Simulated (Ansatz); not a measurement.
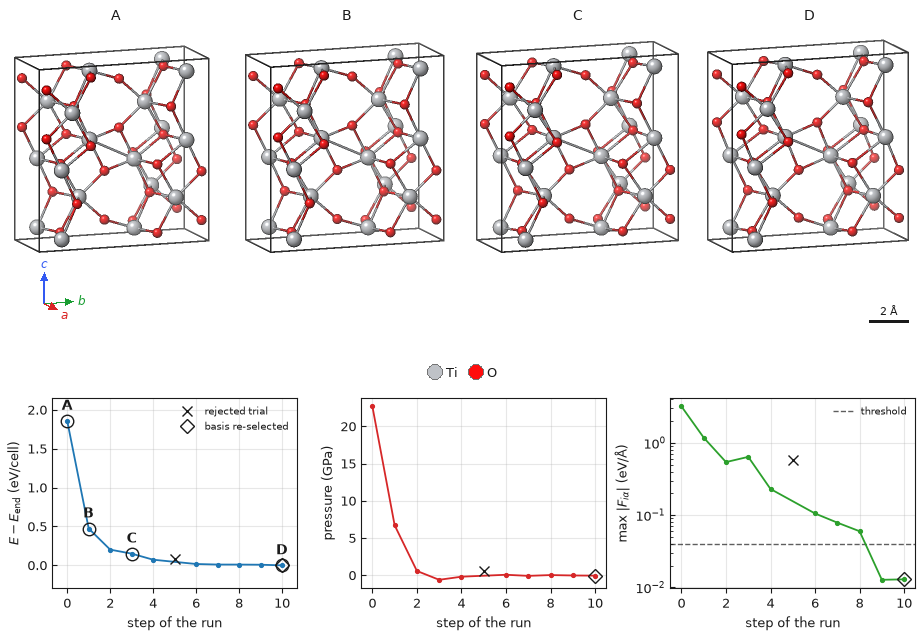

Frames of a relaxation of crystalline Ti₃O₅ (built on the database type) (coarse preliminary run), marked on the history of the run. The picture is a ball-and-stick view of the conventional cell (2 times the calculation's cell), seen slightly off an axis. Lengths and directions refer to the drawn axes.

Case: structure reported for this formula (Cmcm, No. 63).

These are results of Ansatz 0.2.0, DFT r2SCAN, scalar-relativistic, plane waves, PAW, not measurements.

Input file:
```yaml
crystal:
  lattice:
    - [1.8735, -4.7325, 0.0]
    - [1.8735, 4.7325, 0.0]
    - [0.0, 0.0, 9.715]
  atoms:
    - { symbol: Ti, position: [0.868, 0.132, 0.061], spin: 0.33 }
    - { symbol: Ti, position: [0.132, 0.868, 0.561], spin: 0.33 }
    - { symbol: Ti, position: [0.132, 0.868, 0.939], spin: 0.33 }
    - { symbol: Ti, position: [0.868, 0.132, 0.439], spin: 0.33 }
    - { symbol: Ti, position: [0.805, 0.195, 0.75], spin: 0.77 }
    - { symbol: Ti, position: [0.195, 0.805, 0.25], spin: 0.77 }
    - { symbol: O, position: [0.696, 0.304, 0.562] }
    - { symbol: O, position: [0.304, 0.696, 0.062] }
    - { symbol: O, position: [0.304, 0.696, 0.438] }
    - { symbol: O, position: [0.696, 0.304, 0.938] }
    - { symbol: O, position: [0.957, 0.043, 0.616] }
    - { symbol: O, position: [0.043, 0.957, 0.116] }
    - { symbol: O, position: [0.043, 0.957, 0.384] }
    - { symbol: O, position: [0.957, 0.043, 0.884] }
    - { symbol: O, position: [0.223, 0.777, 0.75] }
    - { symbol: O, position: [0.777, 0.223, 0.25] }
basis:
  ecutwfc: 500
kpoints:
  mp_grid: { grid: [6, 6, 2] }
hamiltonian:
  xc: r2scan
scf:
  occupations: { method: gaussian, width: 0.1 }
  lower_state_search: "off"
output:
  forces: true
  stress: true
  eigenvalues: true
  populations: true
magnetization:
  spin_polarized: true
relax:
  adjacent_minimum: "off"
  f_tol: 0.04
  max_steps: 70
  cell: { stress_tol: 0.4 }
```

Run as
```bash
ansatz run input.yaml --threads 1 --pin off --max-ram 3072MiB --backend cpu --events-out ev --progress --plain --runs-dir out
```

**What happens along the run?**

The energy falls by 1.859 eV per cell of the calculation in 8 accepted moves (10 points after the start). Largest force component: 3.2 eV/Å at the start, 0.013 eV/Å at the end. The pressure goes from 22.69 to −0.05 GPa. The line search rejected the trial step at point 5 of the run. At 1 point the geometry stayed and the basis and grid were re-selected for the new cell (energy shift of 8.2 meV per cell of the calculation at most each time). The largest moves relative to the cell, 0.14 Å, are those of O7, O8, O9 and O10. O7 goes along [0 3 1]. By element the largest moves are O 0.14 Å, Ti 0.05 Å. Cell: a 3.747 → 3.758 Å (+0.3 %), b 9.465 → 9.817 Å (+3.7 %), c 9.715 → 10.009 Å (+3.0 %). Volume +7.2 %. Among the contacts that change: Ti1–O10 2.019 → 2.232 Å, Ti1–O12 1.740 → 1.901 Å, Ti1–O16 2.028 → 2.151 Å, Ti1–Ti3 3.147 → 3.239 Å. Bond angles that change, for instance: O8–Ti6–O9 121.1° → 115.5°, Ti2–O13–Ti4 98.2° → 92.7°, Ti4–O7–Ti5 96.8° → 91.9°. The space group stays Cmcm (No. 63). From step 0 to 1: O atoms move most (0.05 Å), volume +5.3 %, energy −1.385 eV per cell of the calculation. From step 1 to 3: O atoms move most (0.08 Å), volume +2.6 %, energy −0.323 eV per cell of the calculation. From step 3 to 10: Ti atoms move most (0.10 Å), volume −0.8 %, energy −0.151 eV per cell of the calculation.
